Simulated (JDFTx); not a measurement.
# Energy of MnO along an even scaling of the cell

System: MnO (Fm-3m, 2 atoms in the cell).
Method: Kohn-Sham DFT of a periodic cell, LDA, PseudoDojo-SR-LDA-0.4.1-standard, spin-polarised (JDFTx 1.7.0 (patched build)).

The 7 runs differ only in the geometry, by an even scaling of the cell at fixed fractional positions. The structure derives from a Materials Project entry.

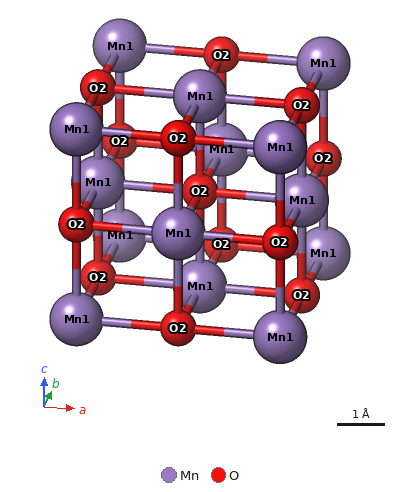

Figure 1. The structure of run 4 (ball-and-stick view of the cell 4 times as large as that of the calculation, set on its symmetry axes, seen at an oblique angle; atoms are numbered from 1 in the order of the input). An atom can appear more than once, as a periodic image.

**Input of run 4**
```
lattice \
    0.0000000000     2.2239077028     2.2239077028 \
    2.2239077028     0.0000000000     2.2239077028 \
    2.2239077028     2.2239077028     0.0000000000
latt-scale 1.889726124626 1.889726124626 1.889726124626
coords-type Lattice
ion Mn     0.0000000000     0.0000000000     0.0000000000 1
ion O      0.5000000000     0.5000000000     0.5000000000 1

ion-species pseudo/Mn.upf
ion-species pseudo/O.upf
elec-cutoff 48 384
elec-ex-corr lda-PW
kpoint-folding 10 10 10
elec-smearing Fermi 0.0018374661
elec-n-bands 19
spintype z-spin
initial-magnetic-moments Mn 4
elec-initial-magnetization 4 no
electronic-SCF nIterations 100 energyDiffThreshold 1e-09
electronic-minimize nIterations 30 energyDiffThreshold 1e-7
forces-output-coords Cartesian

dump-name run.$VAR
dump End Ecomponents EigStats BandEigs Kpoints Forces Stress
```

Command:
```bash
jdftx -c 1 -i MnO.in -o MnO.out
```

Lattice vectors (Å) and fractional positions of run 4:
```
   0.000000    2.223908    2.223908
   2.223908    0.000000    2.223908
   2.223908    2.223908    0.000000
Mn  0.000000  0.000000  0.000000
O   0.500000  0.500000  0.500000
```

Run 6 differs from it as follows:
```diff
-    0.0000000000     2.2239077028     2.2239077028 \
-    2.2239077028     0.0000000000     2.2239077028 \
-    2.2239077028     2.2239077028     0.0000000000
+    0.0000000000     2.2531730023     2.2531730023 \
+    2.2531730023     0.0000000000     2.2531730023 \
+    2.2531730023     2.2531730023     0.0000000000
```

**Results, with one run withheld**

| run | volume per atom (Å³) | free energy per atom, from the lowest run given (meV) | pressure (GPa) |
| --- | --- | --- | --- |
| 1 | 10.339 | 0.00 | −11.57 |
| 2 | 10.559 | 16.89 | −13.10 |
| 3 | 10.779 | 35.90 | −14.62 |
| 4 | 10.999 | 56.92 | −16.01 |
| 5 | 11.219 | 79.55 | −16.97 |
| 6 | 11.439 | ? | ? |
| 7 | 11.659 | 129.58 | −19.73 |

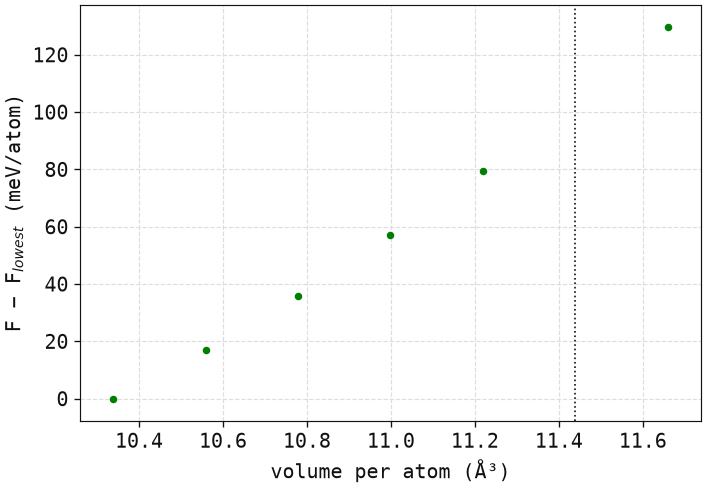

Figure 2. Free energy per atom of the runs given; the dotted line marks run 6.

What should run 6 give?

A cubic polynomial in V^(−2/3) (the Birch–Murnaghan form), fitted to the 6 runs given, misses them by at most 0.05 meV per atom. With x = V^(−2/3) − 0.20327 Å⁻², it reads F = 48.335 − 7741.2 x + 1.6925e+05 x² − 2.997e+05 x³ (meV per atom). At run 6 it gives 103.86 meV per atom, and the run itself gives 103.59. The slope of the fit gives a pressure −dF/dV of −18.22 GPa there, and the run prints −18.18 GPa. The fit has no minimum inside this range.

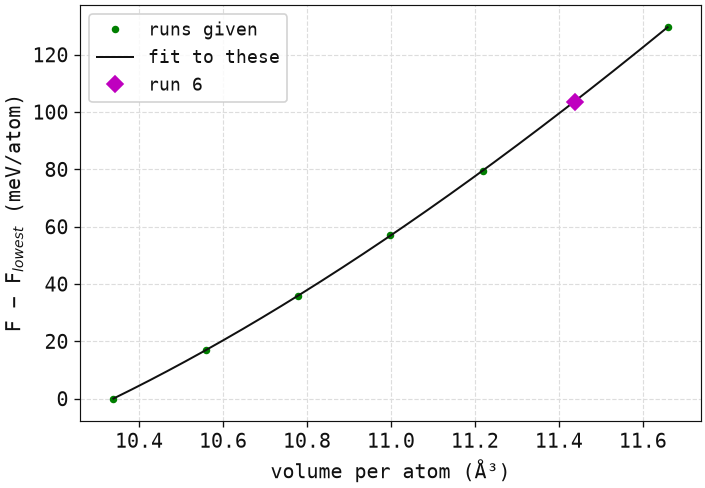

Figure 3. The fit and the withheld run.

**Some lines of the output (run 6)**
```
[...]
unit cell volume = 154.387
     Etot =     -119.9800461680667922
        F =     -119.9803447550451807
	HOMO-LUMO gap: +0.000693
	Optical gap  : +0.020220 at state 11 ( [ +0.000000 +0.100000 -0.400000 ] spin 1 )
```
